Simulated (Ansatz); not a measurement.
This input was run:

```
crystal:
  lattice:
    - [3.2693322365, 0.0, 0.0]
    - [0.0, 13.1091991319, 0.0]
    - [0.0, 0.0, 24.4377492341]
  atoms:
    - { symbol: Mo, position: [0.0, 0.75, 0.3069022408] }
    - { symbol: Se, position: [0.0, 0.3769572499, 0.3069022408] }
    - { symbol: Se, position: [0.0, 0.1230427501, 0.3069022408] }
    - { symbol: Mo, position: [0.5, 0.25, 0.3455217926] }
    - { symbol: Se, position: [0.5, 0.8769572499, 0.3455217926] }
    - { symbol: Se, position: [0.5, 0.6230427501, 0.3455217926] }
    - { symbol: Mo, position: [0.5, 0.75, 0.4227608963] }
    - { symbol: Se, position: [0.5, 0.3769572499, 0.4227608963] }
    - { symbol: Se, position: [0.5, 0.1230427501, 0.4227608963] }
    - { symbol: Mo, position: [0.0, 0.25, 0.4613804482] }
    - { symbol: Se, position: [0.0, 0.8769572499, 0.4613804482] }
    - { symbol: Se, position: [0.0, 0.6230427501, 0.4613804482] }
    - { symbol: Mo, position: [0.0, 0.75, 0.5386195518] }
    - { symbol: Se, position: [0.0, 0.3769572499, 0.5386195518] }
    - { symbol: Se, position: [0.0, 0.1230427501, 0.5386195518] }
    - { symbol: Mo, position: [0.5, 0.25, 0.5772391037] }
    - { symbol: Se, position: [0.5, 0.8769572499, 0.5772391037] }
    - { symbol: Se, position: [0.5, 0.6230427501, 0.5772391037] }
    - { symbol: Mo, position: [0.5, 0.75, 0.6544782074] }
    - { symbol: Se, position: [0.5, 0.3769572499, 0.6544782074] }
    - { symbol: Se, position: [0.5, 0.1230427501, 0.6544782074] }
    - { symbol: Mo, position: [0.0, 0.25, 0.6930977592] }
    - { symbol: Se, position: [0.0, 0.8769572499, 0.6930977592] }
    - { symbol: Se, position: [0.0, 0.6230427501, 0.6930977592] }
basis:
  ecutwfc: 420
kpoints:
  mp_grid: { grid: [8, 2, 1] }
hamiltonian:
  xc: pbesol
scf:
  occupations: { method: gaussian, width: 0.05 }
output:
  forces: true
  eigenvalues: true
  write_density: true
  write_potential: true
  elf: true
  volumetric_format: npy
relax:
  adjacent_minimum: "off"
  f_tol: 0.02
  max_steps: 60
efield:
  axis: 3
  dipole_correction: true
  ramp_width: 0.04
```

Launched with:
```bash
ansatz run input.yaml --threads 4 --pin off --max-ram 10240MiB --backend cpu --events-out ev --progress --plain --runs-dir out
```

What does the potential across the slab give for the work function?

The work function is 4.81 eV, the same on both faces. The two vacuum levels agree, so the slab has no net dipole along its normal. The outermost atoms are 9.5 Å apart, which leaves 15.0 Å of vacuum in a cell 24.4 Å high.

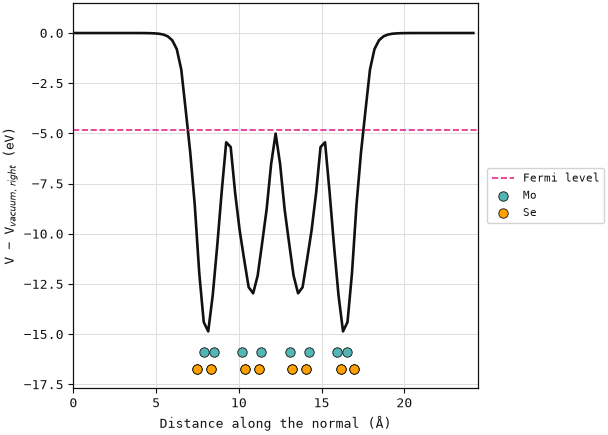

Plane-averaged electrostatic potential energy of an electron across the slab; circles at the bottom mark the heights of the atoms (positions after relaxation).
